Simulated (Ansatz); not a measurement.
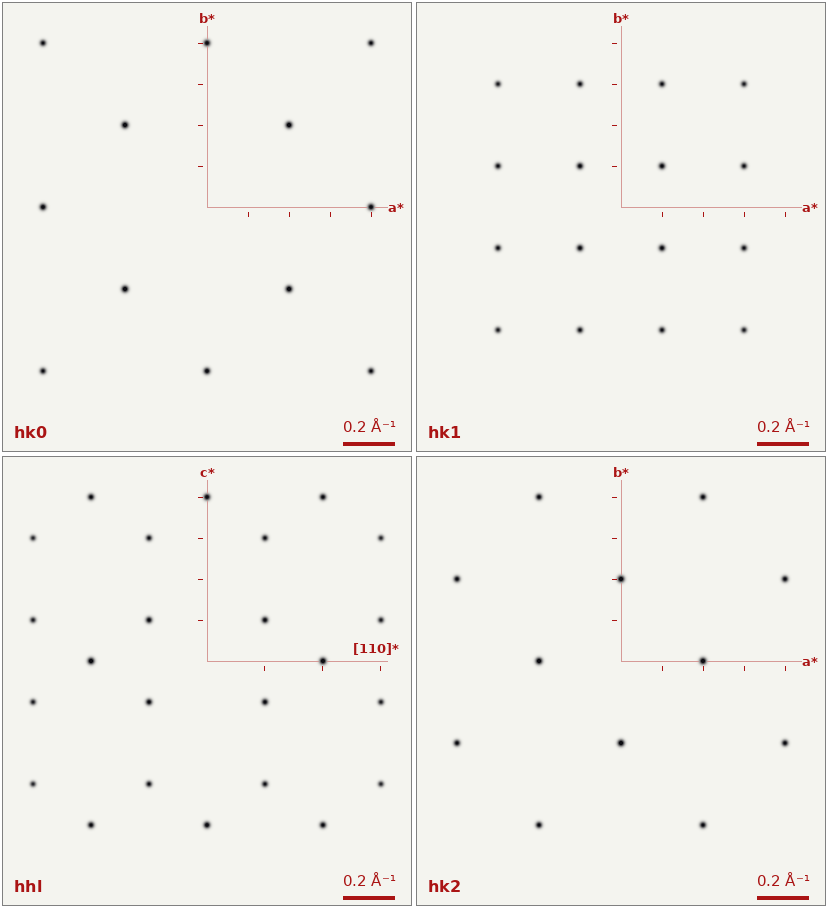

Simulated precession-type sections (X-rays; kinematic intensities, B = 0.5 Å²). The ticks mark integer indices of the conventional cell.

The compound is Ta. Structure: the geometry relaxed with Ansatz, DFT, revPBE, plane waves (420 eV) with PAW, scalar-relativistic; the starting structure was generated, so it need not be a known form of this composition.

Q: What cell do the layers give?

A: a* = 0.163, b* = 0.163, c* = 0.163 Å⁻¹; the cell is cubic with a = 6.15 Å.

Q: Which reflection conditions do the layers show?

A: Reflections are present only under these conditions. hkl: h + k = 2n, h + l = 2n; hk0: h = 2n, h + k = 4n; hhl: h + l = 2n; h00: h = 4n. The lattice is face-centred (F). Further gaps, such as 2 2 2, 4 4 2, come from atoms on special positions, not from the group's general conditions.

Q: Which space groups fit?

A: The intensities have Laue symmetry m-3m (the hk0 layer shows 4mm, hk1 shows 4mm). With these conditions only Fd-3m (No. 227) fits.
